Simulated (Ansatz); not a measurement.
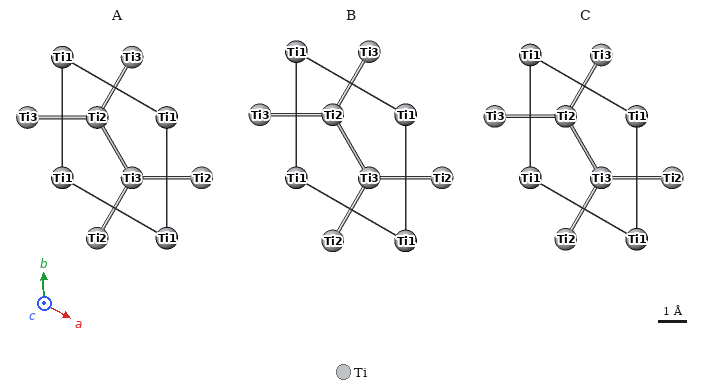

3 geometries from one relaxation of solid Ti (a generated structure, set up in P6/mmm), in shuffled order. Style: ball-and-stick. Shown: the cell of the calculation, along the c axis.

Phase: omega (AlB2-type).

Method: Ansatz 0.2.0, DFT, PBEsol, plane waves (420 eV) with PAW, scalar-relativistic. Set-up: plane-wave cutoff 420 eV; k-point mesh 8 × 8 × 11; occupations fermi dirac; smearing width 0.1 eV; no spin polarisation; cell and atoms relaxed; force threshold 0.01 eV/Å; at most 60 steps.

Question: Put them in the order of the run, from the start to the converged end.

Answer: B, A, C. They are steps 0, 1, 5, at +28.6 meV per atom, +24.6 meV per atom relative to the last. No atom moves by more than 0.005 Å relative to the cell. The drawn cell changes as follows: a = b 4.638 → 4.516 Å (−2.6 %), c 2.843 → 2.799 Å (−1.6 %); the volume changes by −6.7 %. Among the contacts that change: Ti1–Ti2 3.032 → 2.959 Å, Ti2–Ti3 2.678 → 2.607 Å, Ti1–Ti1 2.843 → 2.799 Å. The space group stays P6/mmm (No. 191). Over 4 accepted moves (5 points after the start) the energy falls by 28.6 meV per atom. All forces vanish by symmetry, so only the cell relaxes. Pressure: −7.23 GPa at the start and 0.01 GPa at the end. At 1 point the geometry stayed and the basis and grid were re-selected for the new cell (energy shift of 0.1 meV per atom at most each time). The program noted that a PAW file was made for another functional than the run's.
